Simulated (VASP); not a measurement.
# ZnS: geometry relaxation (part 2 of 2)

Continued. System: ZnS (F-43m, 2 atoms in the cell). Method: Kohn-Sham DFT of a periodic cell, r2SCAN, VASP PAW PBE potentials, recommended, no spin polarisation (VASP 6.6.1); cutoff 600 eV, 9×9×9 k-mesh, Gaussian smearing of 0.05 eV. The structure derives from an entry of the Crystallography Open Database.

Geometry of the input (Å; fractional positions):
```
0.0000  2.7020  2.7020
2.7020  0.0000  2.7020
2.7020  2.7020  0.0000
Zn 0.7500  0.7500  0.7500
S  0.0000  0.0000  0.0000
```

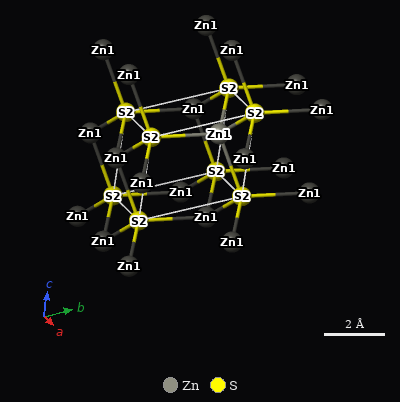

Figure 1. The geometry at step 1 of the log (ball-and-stick view of the cell of the calculation, seen slightly off an axis; neighbours outside the cell are drawn fainter; atoms are numbered from 1 in the order of the input).

**Parts of OUTCAR, continued**
```
 maximum number of plane-waves:      1363
   NGX = 15   NGY = 15   NGZ = 15

--------------------------------------- Ionic step        1  -------------------------------------------

 number of electron      17.9999998 magnetization

 Free energy of the ion-electron system (eV)
  ---------------------------------------------------
  ext. energy  EPLUGINS =         0.00000000
  ---------------------------------------------------
  free energy    TOTEN  =       -18.86732242 eV

  energy without entropy =      -18.86732242  energy(sigma->0) =      -18.86732242

------------------------ aborting loop because EDIFF is reached ----------------------------------------

  FORCE on cell =-STRESS in cart. coord.  units (eV):
  Direction    XX          YY          ZZ          XY          YZ          ZX
  --------------------------------------------------------------------------------------
  -------------------------------------------------------------------------------------
  Total       -0.1884600     -0.1884600     -0.1884600      0.0000000     -0.0000000      0.0000000
  in kB       -7.6532134     -7.6532134     -7.6532134      0.0000000     -0.0000000      0.0000000
  external PRESSURE =      -7.6532134 kB  Pullay stress =       0.0000000 kB

 VOLUME and BASIS-vectors are now :
 -----------------------------------------------------------------------------
  energy-cutoff  :      600.00
  volume of cell :       39.45
      direct lattice vectors                 reciprocal lattice vectors
     0.000000000  2.702000000  2.702000000    -0.185048113  0.185048113  0.185048113
     2.702000000  0.000000000  2.702000000     0.185048113 -0.185048113  0.185048113
     2.702000000  2.702000000  0.000000000     0.185048113  0.185048113 -0.185048113

 POSITION                                       TOTAL-FORCE (eV/Angst)
 -----------------------------------------------------------------------------------
      4.05300      4.05300      4.05300        -0.000000     -0.000000     -0.000000
      0.00000      0.00000      0.00000         0.000000      0.000000      0.000000
 -----------------------------------------------------------------------------------
    total drift:                                0.000026      0.000026      0.000025

  FREE ENERGIE OF THE ION-ELECTRON SYSTEM (eV)
  ---------------------------------------------------
  free  energy   TOTEN  =       -18.8673224156 eV

  energy  without entropy=      -18.8673224156  energy(sigma->0) =      -18.86732242

--------------------------------------- Ionic step        2  -------------------------------------------

 number of electron      17.9999992 magnetization

------------------------ aborting loop because EDIFF is reached ----------------------------------------

  FORCE on cell =-STRESS in cart. coord.  units (eV):
  Direction    XX          YY          ZZ          XY          YZ          ZX
  --------------------------------------------------------------------------------------
  -------------------------------------------------------------------------------------
  Total        0.1064789      0.1064789      0.1064789      0.0000000      0.0000000     -0.0000000
  in kB        4.3835343      4.3835343      4.3835343      0.0000000      0.0000000     -0.0000000
  external PRESSURE =       4.3835343 kB  Pullay stress =       0.0000000 kB

 VOLUME and BASIS-vectors are now :
 -----------------------------------------------------------------------------
  energy-cutoff  :      600.00
  volume of cell :       38.92
      direct lattice vectors                 reciprocal lattice vectors
     0.000000000  2.689716962  2.689716962    -0.185893165  0.185893165  0.185893165
     2.689716962 -0.000000000  2.689716962     0.185893165 -0.185893165  0.185893165
     2.689716962  2.689716962  0.000000000     0.185893165  0.185893165 -0.185893165

 POSITION                                       TOTAL-FORCE (eV/Angst)
 -----------------------------------------------------------------------------------
      4.03458      4.03458      4.03458         0.000000      0.000000      0.000000
      0.00000      0.00000      0.00000        -0.000000     -0.000000     -0.000000
 -----------------------------------------------------------------------------------
    total drift:                                0.000027      0.000027      0.000027

  FREE ENERGIE OF THE ION-ELECTRON SYSTEM (eV)
  ---------------------------------------------------
  free  energy   TOTEN  =       -18.8679093157 eV

  energy  without entropy=      -18.8679093157  energy(sigma->0) =      -18.86790932

--------------------------------------- Ionic step        3  -------------------------------------------

 number of electron      17.9999994 magnetization

 Free energy of the ion-electron system (eV)
  ---------------------------------------------------
  ext. energy  EPLUGINS =         0.00000000
  ---------------------------------------------------
  free energy    TOTEN  =       -18.86811114 eV

  energy without entropy =      -18.86811114  energy(sigma->0) =      -18.86811114

 E-fermi :   2.2025     XC(G=0): -10.3285     alpha+bet : -8.1287

 val. band max:        1.9135839065   @ k =   0.0000   0.0000   0.0000
 cond. band min:       4.6307200450   @ k =   0.0000   0.0000   0.0000
 fundamental gap:      2.7171361385
 Fermi energy:         2.2025120399

 k-point     1 :       0.0000    0.0000    0.0000
  band No.  band energies     occupation
      1     -11.8252      2.00000
      2      -4.6219      2.00000
      3      -4.6219      2.00000
      4      -4.6219      2.00000
      5      -4.0639      2.00000
      6      -4.0639      2.00000
      7       1.9136      2.00000
      8       1.9136      2.00000
      9       1.9136      2.00000
     10       4.6307      0.00000
     11       8.8101      0.00000
     12       8.8102      0.00000
     13       8.8102      0.00000

 k-point     2 :       0.1111    0.0000    0.0000
  band No.  band energies     occupation
      1     -11.7287      2.00000
      2      -4.6200      2.00000
      3      -4.6037      2.00000
      4      -4.6037      2.00000
      5      -4.0653      2.00000
      6      -4.0653      2.00000
      7       1.0066      2.00000
      8       1.7910      2.00000
      9       1.7911      2.00000
     10       5.3062      0.00000
     11       8.7131      0.00000
     12       9.0264      0.00000
     13       9.0265      0.00000

 k-point     3 :       0.2222    0.0000    0.0000
  band No.  band energies     occupation
      1     -11.4686      2.00000
      2      -4.5869      2.00000
      3      -4.5607      2.00000
      4      -4.5607      2.00000
      5      -4.0642      2.00000
      6      -4.0642      2.00000
      7      -0.5630      2.00000
      8       1.5059      2.00000
      9       1.5059      2.00000
     10       5.9200      0.00000
     11       9.1423      0.00000
     12       9.3973      0.00000
     13       9.3974      0.00000

 k-point     4 :       0.3333    0.0000    0.0000
  band No.  band energies     occupation
      1     -11.1388      2.00000
      2      -4.5189      2.00000
      3      -4.5188      2.00000
      4      -4.4412      2.00000
      5      -4.0523      2.00000
      6      -4.0522      2.00000
      7      -2.0621      2.00000
      8       1.2139      2.00000
      9       1.2139      2.00000
     10       5.8929      0.00000
     11       9.4488      0.00000
     12       9.4489      0.00000
     13      10.3432      0.00000

 k-point     5 :       0.4444    0.0000    0.0000
  band No.  band energies     occupation
      1     -10.8985      2.00000
      2      -4.4972      2.00000
      3      -4.4970      2.00000
      4      -4.0679      2.00000
      5      -4.0367      2.00000
      6      -4.0366      2.00000
      7      -3.2307      2.00000
      8       1.0366      2.00000
      9       1.0367      2.00000
     10       5.7676      0.00000
     11       9.3252      0.00000
     12       9.3253      0.00000
     13      11.2512      0.00000

 [... the levels of 18 k-points are left out ...]

 k-point    24 :       0.4444    0.4444    0.0000
  band No.  band energies     occupation
      1     -10.5861      2.00000
      2      -4.6323      2.00000
      3      -4.2681      2.00000
      4      -4.2680      2.00000
      5      -3.9866      2.00000
      6      -3.9076      2.00000
      7      -2.5658      2.00000
      8      -0.3409      2.00000
      9      -0.3409      2.00000
     10       5.6896      0.00000
     11       6.4551      0.00000
     12      13.4641      0.00000
     13      14.3078      0.00000

 [... further k-points ...]

------------------------ aborting loop because EDIFF is reached ----------------------------------------

  FORCE on cell =-STRESS in cart. coord.  units (eV):
  Direction    XX          YY          ZZ          XY          YZ          ZX
  --------------------------------------------------------------------------------------
  -------------------------------------------------------------------------------------
  Total        0.0058732      0.0058732      0.0058732      0.0000000     -0.0000000     -0.0000000
  in kB        0.2406284      0.2406284      0.2406284      0.0000000     -0.0000000     -0.0000000
  external PRESSURE =       0.2406284 kB  Pullay stress =       0.0000000 kB

 VOLUME and BASIS-vectors are now :
 -----------------------------------------------------------------------------
  energy-cutoff  :      600.00
  volume of cell :       39.11
      direct lattice vectors                 reciprocal lattice vectors
     0.000000000  2.694034928  2.694034928    -0.185595218  0.185595218  0.185595218
     2.694034928 -0.000000000  2.694034928     0.185595218 -0.185595218  0.185595218
     2.694034928  2.694034928  0.000000000     0.185595218  0.185595218 -0.185595218

 POSITION                                       TOTAL-FORCE (eV/Angst)
 -----------------------------------------------------------------------------------
      4.04105      4.04105      4.04105         0.000000     -0.000000     -0.000000
      0.00000      0.00000      0.00000        -0.000000      0.000000      0.000000
 -----------------------------------------------------------------------------------
    total drift:                                0.000026      0.000026      0.000026

  FREE ENERGIE OF THE ION-ELECTRON SYSTEM (eV)
  ---------------------------------------------------
  free  energy   TOTEN  =       -18.8681111441 eV

  energy  without entropy=      -18.8681111441  energy(sigma->0) =      -18.86811114

 reached required accuracy - stopping structural energy minimisation
```

**CONTCAR**
```
ZnS
   1.00000000000000
     0.0000000000000000    2.6940349282030156    2.6940349282030156
     2.6940349282030156   -0.0000000000000000    2.6940349282030156
     2.6940349282030156    2.6940349282030156    0.0000000000000000
  Zn              S
     1     1
Direct
     0.7500000000000000    0.7500000000000000    0.7500000000000000
     0.0000000000000000    0.0000000000000000    0.0000000000000000

  0.00000000E+00  0.00000000E+00  0.00000000E+00
  0.00000000E+00  0.00000000E+00  0.00000000E+00
```

**Trajectory as extended XYZ (Å, eV, eV/Å), 3 frames, from step=0 to step=2**
```
2
Lattice="0.0000 2.7020 2.7020 2.7020 0.0000 2.7020 2.7020 2.7020 0.0000" Properties=species:S:1:pos:R:3:forces:R:3 step=0 energy=-18.86732
Zn    4.0530    4.0530    4.0530    0.0000   0.0000   0.0000
S     0.0000    0.0000    0.0000    0.0000   0.0000   0.0000
2
Lattice="0.0000 2.6897 2.6897 2.6897 -0.0000 2.6897 2.6897 2.6897 0.0000" Properties=species:S:1:pos:R:3:forces:R:3 step=1 energy=-18.86791
Zn    4.0346    4.0346    4.0346    0.0000   0.0000   0.0000
S     0.0000    0.0000    0.0000    0.0000   0.0000   0.0000
2
Lattice="0.0000 2.6940 2.6940 2.6940 -0.0000 2.6940 2.6940 2.6940 0.0000" Properties=species:S:1:pos:R:3:forces:R:3 step=2 energy=-18.86811
Zn    4.0411    4.0411    4.0411    0.0000   0.0000   0.0000
S     0.0000    0.0000    0.0000    0.0000   0.0000   0.0000
```

**Results in brief**

| quantity | value |
| --- | --- |
| outcome | converged |
| space group (tolerance 0.01 Å) | F-43m (216) |
| electrons treated | 18 |
| free energy | −18.8681 eV |
| Fermi energy | 2.203 eV |
| gap on the k-point mesh | 2.72 eV |
| pressure | 0.02 GPa |
| final volume | 39.11 Å³ |
| largest force (length of the vector) at the end | under 0.001 eV/Å |
| final cell | a = 3.810 Å, b = 3.810 Å, c = 3.810 Å, α = 60.00°, β = 60.00°, γ = 60.00° |
| hardware | 1 thread of Intel Xeon (Granite Rapids), 128 GiB of memory available, shared host |
| wall time | 67 s |
| peak memory | 0.2 GiB |
